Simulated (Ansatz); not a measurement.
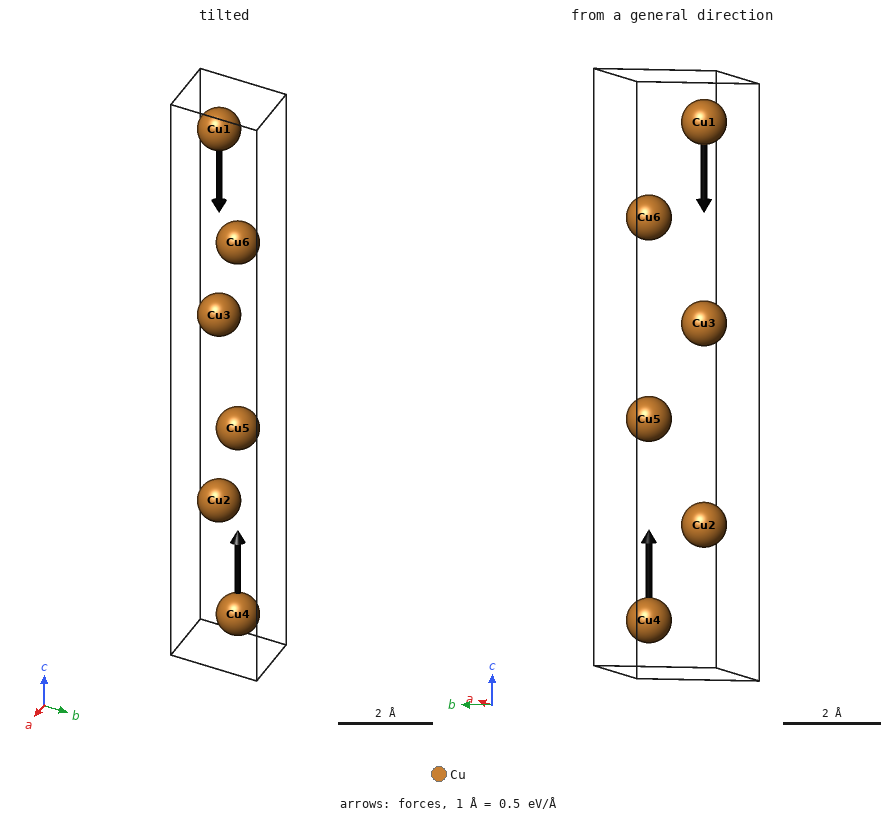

View slightly off an axis and from a general direction, drawn as a spheres-only model. The outline marks the simulation cell. The arrows are the computed forces on the atoms.

System: Cu. Calculation details: DFT PBE, scalar-relativistic, plane waves, PAW (Ansatz); an energy cutoff of 420 eV, a 26×26×5 mesh of k-points, Gaussian smearing of 0.15 eV, no spin polarisation.

### Is the structure at a minimum of the energy?

No. The atoms still feel forces of up to about 0.73 eV/Å, far above a usual threshold of 0.01 to 0.03 eV/Å.

### Which atom is pushed hardest?

Cu1 and Cu4, about 0.73 eV/Å.

It goes back to a structure listed in the Materials Project. The cell was then strained or its atoms displaced on purpose. It was run through Ansatz as a DFT input.
